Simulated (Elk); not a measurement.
## KBr: optical spectrum from first principles

Wanted: where KBr starts to absorb, how strongly, and its refractive index.

Calculated with Elk 11.2.3 (patched build); DFT, PBE, all-electron APW+lo, Dirac cores, scalar-relativistic bands, independent-particle optical response without local fields.

## (1) Set-up

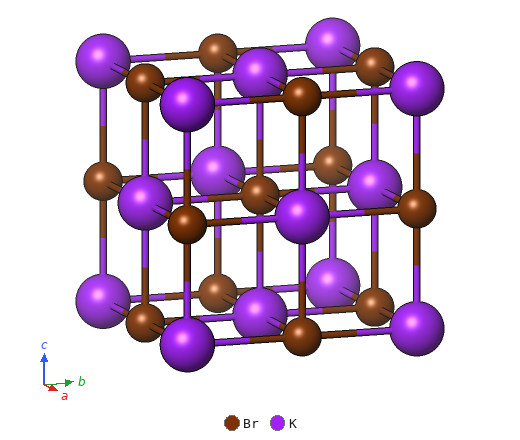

The starting structure, seen slightly off an axis (bromine brown, potassium purple). This picture shows the conventional cell, with its axes. Some periodic images of atoms are drawn too.

## (2) Ground state

First the ground state: is it a metal or has it a gap?

This step: DFT, PBE, all-electron APW+lo, Dirac cores, scalar-relativistic bands, ground state (Elk 11.2.3 (patched build)).

File elk.in:

```
tasks
  0
  120

xctype
  20

nempty
  14

lorbcnd
  .true.

rgkmax
  7.0

swidth
  0.0018375

maxscl
  100

epsengy
  1e-05

sppath
  './'

avec
  0.000000000000 6.236096211265 6.236096211265
  6.236096211265 0.000000000000 6.236096211265
  6.236096211265 6.236096211265 0.000000000000

atoms
  2
  'Br.in'
  1
  0.500000000000 0.500000000000 0.500000000000   0.000 0.000 0.000
  'K.in'
  1
  0.000000000000 0.000000000000 0.000000000000   0.000 0.000 0.000

ngridk
  9 9 9
```

Launch:

```bash
$ OMP_NUM_THREADS=4 elk
```

Numbers of over 12 decimals in the logs are rounded to 6 here.

What it wrote:

```text
┌─────────────────────────┐
│ Elk code version 11.2.3 │
└─────────────────────────┘

All units are atomic (Hartree, Bohr, etc.)

┌─────────────────────────────────────────────────┐
│ Ground-state run starting from atomic densities │
└─────────────────────────────────────────────────┘

Lattice vectors :
   0.000000000       6.236096211       6.236096211
   6.236096211       0.000000000       6.236096211
   6.236096211       6.236096211       0.000000000

Reciprocal lattice vectors :
 -0.5037755267      0.5037755267      0.5037755267
  0.5037755267     -0.5037755267      0.5037755267
  0.5037755267      0.5037755267     -0.5037755267

Unit cell volume      :    485.0297935
Brillouin zone volume :   0.5114123231

Muffin-tin inner radius fraction :   0.1000000000E-01

Nuclei treated as point charges

Species : 1 (Br)
 parameters loaded from : Br.in
 name : bromine
 nuclear charge    :   -35.00000000
 electronic charge :    35.00000000
 atomic mass :    145656.0816
 muffin-tin radius :    2.400000000
 number of radial points in muffin-tin :    993
 inner part over the whole radius :   0.9934012010E-02
 number on inner part of muffin-tin    :    703
 approximate nuclear radius :   0.7858070945E-04
 number of mesh points to nuclear radius :    344
 atomic positions (lattice), magnetic fields (Cartesian) :
  1 :   0.00000000  0.00000000  0.00000000    0.00000000  0.00000000  0.00000000

Species : 2 (K)
 parameters loaded from : K.in
 name : potassium
 nuclear charge    :   -19.00000000
 electronic charge :    19.00000000
 atomic mass :    71271.84090
 muffin-tin radius :    2.400000000
 number of radial points in muffin-tin :    993
 inner part over the whole radius :   0.9891652203E-02
 number on inner part of muffin-tin    :    697
 approximate nuclear radius :   0.6514746337E-04
 number of mesh points to nuclear radius :    319
 atomic positions (lattice), magnetic fields (Cartesian) :
  1 :   0.50000000  0.50000000  0.50000000    0.00000000  0.00000000  0.00000000

Total number of atoms per unit cell :    2
Total muffin-tin volume :    115.8116716
 ratio of muffin-tin to unit cell volume :   0.2387722840

Spin treatment :
 spin-unpolarised

Number of Bravais lattice symmetries :   48
Number of crystal symmetries         :   48
Crystal has inversion symmetry
Real symmetric eigensolver will be used

k-point grid :      9     9     9
k-point offset :    0.000000000       0.000000000       0.000000000
k-point set is reduced with full crystal symmetry group
Total number of k-points :       35

Muffin-tin radius times maximum |G+k| :    7.000000000
 using average radius
Maximum |G+k| for APW functions       :    2.916666667
Maximum (1/2)|G+k|²                   :    4.253472222
Maximum |G| for potential and density :    12.00000000
Constant for pseudocharge density :    7
 order of it for each species :   14  14
 order of it for pair densities of each species (exact exchange by exxq0 0: 14) :   10  10
Radial integration step length :    1

G-vector grid sizes :     35    35    35
Number of G-vectors :    14163

Maximum angular momentum used for
 APW functions            :    8
 outer part of muffin-tin :    6
 inner part of muffin-tin :    2

Total nuclear charge    :   -54.00000000
Total core charge       :    28.00000000
Total valence charge    :    26.00000000
Total excess charge     :    0.000000000
Total electronic charge :    54.00000000

Effective Wigner radius, rₛ :    1.289521782

Number of empty states         :     28
Total number of valence states :     42
Total number of core states    :     28

Conduction state local-orbitals added automatically
Third-order local-orbitals added for an l without core states : F
Total number of local-orbitals :    121

Exchange-correlation functional :     20     0     0
 Perdew-Burke-Ernzerhof, Phys. Rev. Lett. 77, 3865 (1996)
 gradient requirement :    1
 generalised gradient approximation (GGA)

Smearing type :    3
 Fermi-Dirac
Smearing width :   0.1837500000E-02
Effective electronic temperature (K) :    580.2366081

Mixing type :    3
 Broyden mixing, J. Phys. A: Math. Gen. 17, L317 (1984)

Kohn-Sham potential initialised from atomic data

┌──────────────────────────────┐
│ Self-consistent loop started │
└──────────────────────────────┘

┌─────────────────┐
│ Loop number : 1 │
└─────────────────┘

Energies :
 Fermi                       :    -0.89994502520823E-01
 sum of occupied eigenvalues :     -1870.3325573779
 electron kinetic            :      3279.6025071481
 core electron kinetic       :      3007.5123513898
 Coulomb                     :     -6363.0085365114
 Coulomb potential           :     -4980.0176714966
 nuclear-nuclear             :     -349.61519574023
 electron-nuclear            :     -7052.1703185412
 Hartree                     :      1038.7769777701
 Madelung                    :     -3872.9997007630
 xc potential                :     -169.91739302930
 exchange                    :     -123.36712373040
 correlation                 :     -2.469413
 electron entropic           :    -0.43317504455018E-11
 total energy                :     -3209.2425665564

Density of states at Fermi energy :   0.5444000508E-07
 (states/Hartree/unit cell)

Estimated indirect band gap :   0.1735300095
 from k-point 1 to k-point 1
Estimated direct band gap   :   0.1735300095
 at k-point 1

Charges :
 core                        :    28.00000000
 valence                     :    26.00000000
 interstitial                :    2.841290023
 muffin-tins (core leakage)
  species : 1 (Br)
   atom 1                    :    33.60687410     (  0.2273353551E-04)
  species : 2 (K)
   atom 1                    :    17.55183587     ( -0.1026929475E-06)
 total in muffin-tins        :    51.15870998
 total calculated charge     :    53.99998597
 total charge                :    54.00000000
 error                       :   0.1402535977E-04

┌─────────────────┐
│ Loop number : 2 │
└─────────────────┘

Energies :
 Fermi                       :    -0.88930718672610E-01
 sum of occupied eigenvalues :     -1870.2733636988
 electron kinetic            :      3278.6248512832
 core electron kinetic       :      3006.9545902708
 Coulomb                     :     -6362.9917953095
 Coulomb potential           :     -4980.0259749210
 nuclear-nuclear             :     -349.61519574023
 electron-nuclear            :     -7052.1280592622
 Hartree                     :      1038.7514596928
 Madelung                    :     -3872.9788078490
 xc potential                :     -168.87224006108
 exchange                    :     -123.36615831091
 correlation                 :     -2.469404
 electron entropic           :    -0.43311941534621E-11
 total energy                :     -3210.2025062854

Density of states at Fermi energy :   0.5444204754E-07
 (states/Hartree/unit cell)

Estimated indirect band gap :   0.1733219296
 from k-point 1 to k-point 1
Estimated direct band gap   :   0.1733219296
 at k-point 1

Charges :
 core                        :    28.00000000
 valence                     :    26.00000000
 interstitial                :    2.842257843
 muffin-tins (core leakage)
  species : 1 (Br)
   atom 1                    :    33.60534164     (  0.2274170605E-04)
  species : 2 (K)
   atom 1                    :    17.55240052     ( -0.1026978271E-06)
 total in muffin-tins        :    51.15774216
 total calculated charge     :    53.99998597
 total charge                :    54.00000000
 error                       :   0.1403392517E-04

RMS change in Kohn-Sham potential (target) :   0.3030863478     (  0.1000000000E-05)
Absolute change in total energy (target)   :   0.9599397289     (  0.1000000000E-04)

[... 12 loops left out ...]

┌──────────────────┐
│ Loop number : 15 │
└──────────────────┘

Energies :
 Fermi                       :     0.16608472408176E-01
 sum of occupied eigenvalues :     -1864.6953778655
 electron kinetic            :      3279.0509742532
 core electron kinetic       :      3007.0921999017
 Coulomb                     :     -6362.1563836730
 Coulomb potential           :     -4980.2645544131
 nuclear-nuclear             :     -349.61519574023
 electron-nuclear            :     -7050.1678532064
 Hartree                     :      1037.6266652737
 Madelung                    :     -3872.0241064664
 xc potential                :     -163.48179770561
 exchange                    :     -123.32578326719
 correlation                 :     -2.469220
 electron entropic           :    -0.42909185397642E-11
 total energy                :     -3208.9004123633

Density of states at Fermi energy :   0.5444304175E-07
 (states/Hartree/unit cell)

Estimated indirect band gap :   0.1636148840
 from k-point 1 to k-point 1
Estimated direct band gap   :   0.1636148840
 at k-point 1

Charges :
 core                        :    28.00000000
 valence                     :    26.00000000
 interstitial                :    2.879819657
 muffin-tins (core leakage)
  species : 1 (Br)
   atom 1                    :    33.52988080     (  0.2298088862E-04)
  species : 2 (K)
   atom 1                    :    17.59029954     ( -0.1018758695E-06)
 total in muffin-tins        :    51.12018034
 total calculated charge     :    53.99998550
 total charge                :    54.00000000
 error                       :   0.1449744673E-04

RMS change in Kohn-Sham potential (target) :   0.1157252815E-07 (  0.1000000000E-05)
Absolute change in total energy (target)   :   0.8745826563E-05 (  0.1000000000E-04)

Convergence targets achieved

┌──────────────────┐
│ Loop number : 16 │
└──────────────────┘

Energies :
 Fermi                       :     0.16608472596890E-01
 sum of occupied eigenvalues :     -1864.6953778400
 electron kinetic            :      3279.0509743558
 core electron kinetic       :      3007.0922000242
 Coulomb                     :     -6362.1563837197
 Coulomb potential           :     -4980.2645544984
 nuclear-nuclear             :     -349.61519574023
 electron-nuclear            :     -7050.1678532086
 Hartree                     :      1037.6266652291
 Madelung                    :     -3872.0241064705
 xc potential                :     -163.48179769734
 exchange                    :     -123.32578326585
 correlation                 :     -2.469220
 electron entropic           :    -0.42909183964838E-11
 total energy                :     -3208.9004123061

Density of states at Fermi energy :   0.5444304181E-07
 (states/Hartree/unit cell)

Estimated indirect band gap :   0.1636148828
 from k-point 1 to k-point 1
Estimated direct band gap   :   0.1636148828
 at k-point 1

Charges :
 core                        :    28.00000000
 valence                     :    26.00000000
 interstitial                :    2.879819657
 muffin-tins (core leakage)
  species : 1 (Br)
   atom 1                    :    33.52988080     (  0.2298088956E-04)
  species : 2 (K)
   atom 1                    :    17.59029954     ( -0.1018762514E-06)
 total in muffin-tins        :    51.12018034
 total calculated charge     :    53.99998550
 total charge                :    54.00000000
 error                       :   0.1449744805E-04

┌──────────────────────────────┐
│ Self-consistent loop stopped │
└──────────────────────────────┘

Wrote STATE.OUT
```

The job ended after 8 s (4 threads of Arm Neoverse V2, shared host; peak memory 0.1 GiB).

This step gave:

- total energy: -3209 Ha
- Fermi energy: 0.4519 eV
- DOS at the Fermi level: 2.00e-9 states/eV/cell
- gap on the k-mesh: 4.452 eV
- direct gap on the mesh: 4.452 eV

There is a gap, 4.45 eV on this mesh (points off the mesh can give less), so no carriers' term is needed.

## (3) Independent particles

The spectrum is a sum over vertical transitions between filled and empty bands at the fixed density, so many empty bands are needed.

This step: DFT, PBE, all-electron APW+lo, Dirac cores, scalar-relativistic bands, independent-particle optical response without local fields (Elk 11.2.3 (patched build)).

Changes to elk.in since step 2:

```diff
@@ -1,4 +1,6 @@
 tasks
-  0
-  120
+  121
+
+optcomp
+  1 1
 
@@ -17,9 +19,7 @@
 swidth
-  0.0018375
+  0.0036749
 
-maxscl
-  100
-
-epsengy
-  1e-05
+wplot
+  400 100 0
+  0.0 0.80849
```

Launch:

```bash
$ OMP_NUM_THREADS=4 elk
```

What it wrote:

```text
┌─────────────────────────────────┐
│ Elk code version 11.2.3 started │
└─────────────────────────────────┘

Info(readinput): the functional depends on the density's gradient
 muffin-tin radial points multiplied by    2.00000
 (not where nrmtscf is given)

┌────────────────────┐
│ Current task : 121 │
└────────────────────┘

Info(findsymcrys): atomic basis shift (lattice) :
  0.5000000000      0.5000000000      0.5000000000
See GEOMETRY.OUT for new atomic positions

Info(dielectric):
 dielectric tensor written to EPSILON_ij.OUT
 optical conductivity written to SIGMA_ij.OUT
 for components
  i = 1, j = 1

┌──────────────────┐
│ Elk code stopped │
└──────────────────┘
```

Run time: 1.1 s. Hardware: 4 threads; peak memory 0.04 GiB; 4.4 s of CPU time.

Read-outs, printed or worked out from the files:

* electronic dielectric constant ε∞, mean over x, y and z (by symmetry where fewer were run): 2.774
* main peak of Im epsilon, first axis: 6.890 eV

The Im ε, E ∥ x has structure finer than the step of the table below, so its rows give means over 1 eV, whole bins alone (the curve runs from 0 to 21.9 eV). Peaks (eV: height): 6.4: 2.99, 6.9: 5.16, 9.4: 4.57, 10.0: 3.73, 15.0: 2.14, 21.0: 1.80.

Values under the direct gap are tails of Lorentzian lines. Table of Im ε, E ∥ x by photon energy; means over each step:

```csv
photon energy (eV),"Im ε, E ∥ x"
1,0.00532
2,0.0122
3,0.0241
4,0.0784
5,0.592
6,1.56
7,3.81
8,2.64
9,3.37
10,3.07
11,1.37
12,0.722
13,0.700
14,0.488
15,1.55
16,0.829
17,0.420
18,0.787
19,0.825
20,0.961
21,1.43
```

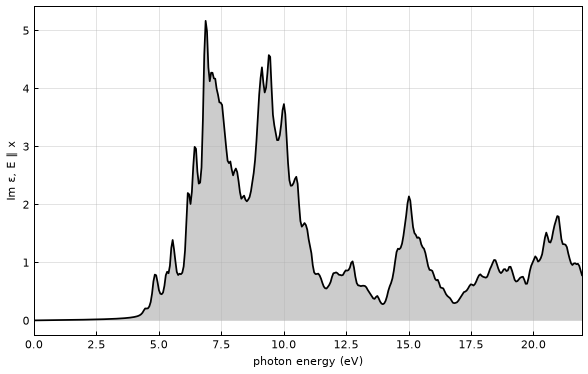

Im ε, E ∥ x against photon energy.

Re ε, E ∥ x against photon energy:

```csv
photon energy (eV),"Re ε, E ∥ x"
0,2.77
2,2.88
4,3.41
6,4.95
8,1.65
10,-0.0296
12,0.534
14,1.21
16,0.261
18,1.06
20,1.24
```

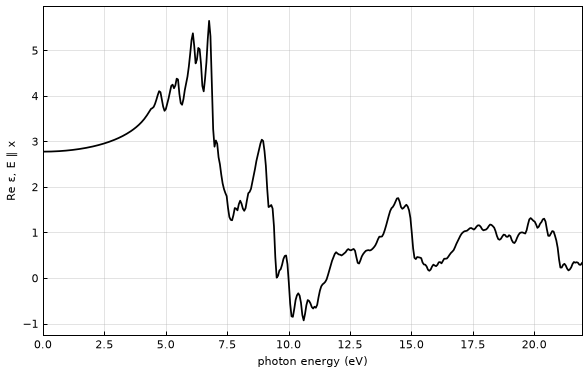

Re ε, E ∥ x, plotted against photon energy.

The reflectivity at normal incidence, E ∥ x has structure finer than the step of the table below, so its rows give means over 1 eV, whole bins alone (the curve runs from 0 to 21.9 eV). Peaks (eV: height): 6.9: 24.4, 9.5: 27.7, 10.1: 31.9, 10.6: 33.5, 11.2: 34.6, 15.1: 14.4, 21.1: 15.3.

Table of reflectivity at normal incidence, E ∥ x by photon energy; means over each step:

```csv
photon energy (eV),"reflectivity at normal incidence, E ∥ x (%)"
1,6.35
2,6.71
3,7.43
4,8.97
5,11.5
6,14.8
7,20.3
8,14.4
9,18.1
10,26.1
11,28.7
12,8.29
13,5.60
14,1.84
15,10.1
16,9.99
17,1.81
18,3.08
19,3.85
20,4.15
21,11.4
```

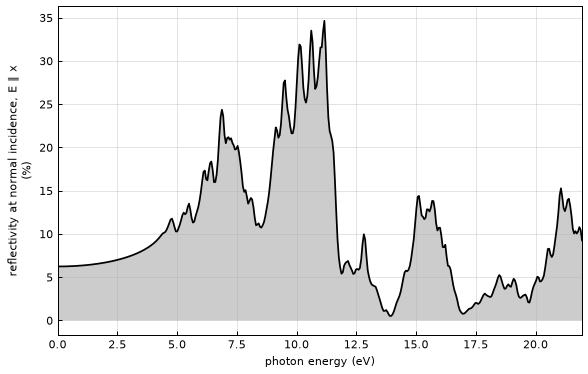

Reflectivity at normal incidence, E ∥ x, plotted against photon energy.

The loss function −Im 1/ε at q → 0, E ∥ x has structure finer than the step of the table below, so its rows give means over 1 eV, whole bins alone (the curve runs from 0 to 21.9 eV). Peaks (eV: height): 11.6: 1.69, 12.9: 1.14, 16.2: 1.25, 19.2: 0.652.

Values under the direct gap are tails of Lorentzian lines. Loss function −Im 1/ε at q → 0, E ∥ x against energy loss; means over each step:

```csv
energy loss (eV),"loss function −Im 1/ε at q → 0, E ∥ x"
1,6.7e-4
2,0.00145
3,0.00255
4,0.00629
5,0.0354
6,0.0632
7,0.145
8,0.275
9,0.197
10,0.327
11,0.738
12,1.05
13,0.858
14,0.300
15,0.448
16,1.05
17,0.505
18,0.426
19,0.556
20,0.410
21,0.611
```

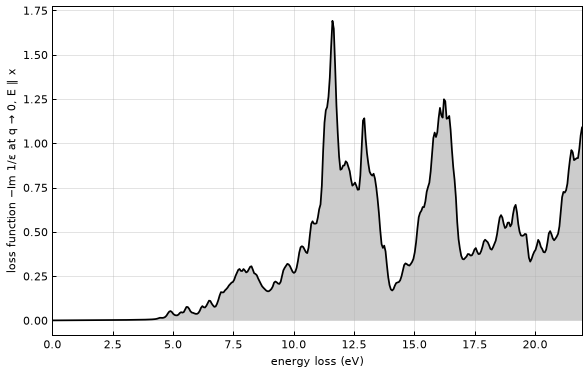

Loss function −Im 1/ε at q → 0, E ∥ x, plotted against energy loss.

Refractive index n and extinction k against photon energy:

```csv
photon energy (eV),n,k
0,1.67,0
2,1.70,0.00353
4,1.85,0.0156
6,2.24,0.213
8,1.53,0.828
10,1.36,1.37
12,0.868,0.469
14,1.11,0.129
16,0.741,0.537
18,1.08,0.345
20,1.20,0.429
```

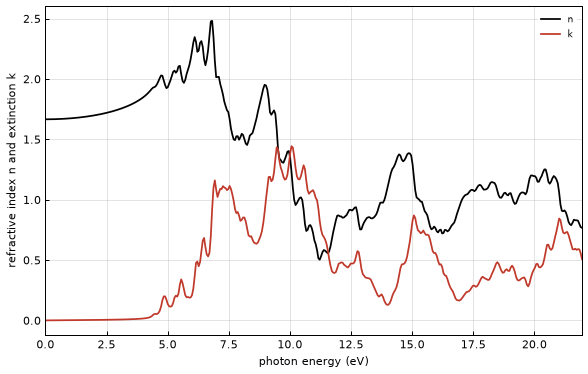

Refractive index n and extinction k, plotted against photon energy.

Optical constants at common wavelengths, from n + ik = √ε:

```csv
wavelength (nm),n,k,R (%),1/α
1550,1.67,0.001,6.3,99 µm
1064,1.68,0.002,6.4,46 µm
800,1.68,0.003,6.5,25 µm
532,1.71,0.004,6.9,9.7 µm
365,1.78,0.009,7.8,3.3 µm
248,1.93,0.139,10.3,142 nm
193,2.28,0.643,18.3,24 nm
```

Below the direct gap, k and the depth come from the tails of the Lorentzian lines, not from transitions.

Rows near the edge hang on the gap, which this functional as a rule makes too small, and phonon-assisted absorption is left out.

## (4) Outcome

```yaml
electronic_dielectric_constant_eps_infinity_mean_over_x_y_and_z_by_symmetry_where_fewer_were_run_independent_particles: 2.77
main_peak_of_im_epsilon_first_axis: 6.89 eV
```

**Reading.** At this level (PBE, independent particles) KBr has ε∞ = 2.77 and n = 1.67 at 1550 nm, and Im ε peaks at 6.9 eV. On the mesh the gap is 4.45 eV and the least direct gap 4.45 eV. Distinct maxima of Im ε, read by a parabola through the highest points, lie at 6.89 eV (5.2), 9.13 eV (4.4), 9.43 eV (4.6) and 10.00 eV (3.7). Excitons and phonon-assisted transitions are missing, and so are local fields; PBE gaps are as a rule too small, which pulls the onset down and ε∞ up. The sum runs over mesh points, so small or evenly spaced maxima can still be ripples of the mesh.

[Machine, clock and banner lines and Python warnings are left out of the logs.]

[Logs are printed without paths, hosts, clocks, repeated set-up lines and the standing remarks that a program may print on its own settings, such as how far it seeks lower states.]

[Hosts, paths, dates, database ids (printed as entryN), source tags and the programs' standing remarks are cut or masked in the printed files.]
